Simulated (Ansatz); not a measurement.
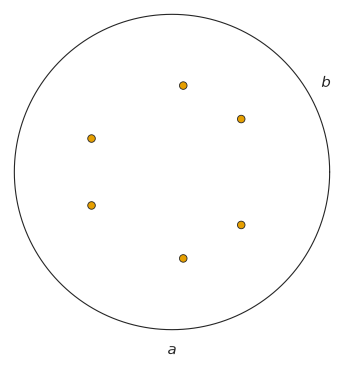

Stereographic projection: filled dots lie in the upper hemisphere, open rings in the lower. The c axis points at the viewer. The poles are all faces of one general form. Computed from the symmetry operations of a computed or model structure of composition WS2.

Question: Name the crystal class.

Answer: 3m (C3v), order 6, trigonal system: one threefold axis, three mirror planes.

Question: Which physical properties does it allow?

Answer: It is not centrosymmetric; polar, so pyroelectricity and piezoelectricity are allowed; it is not chiral.
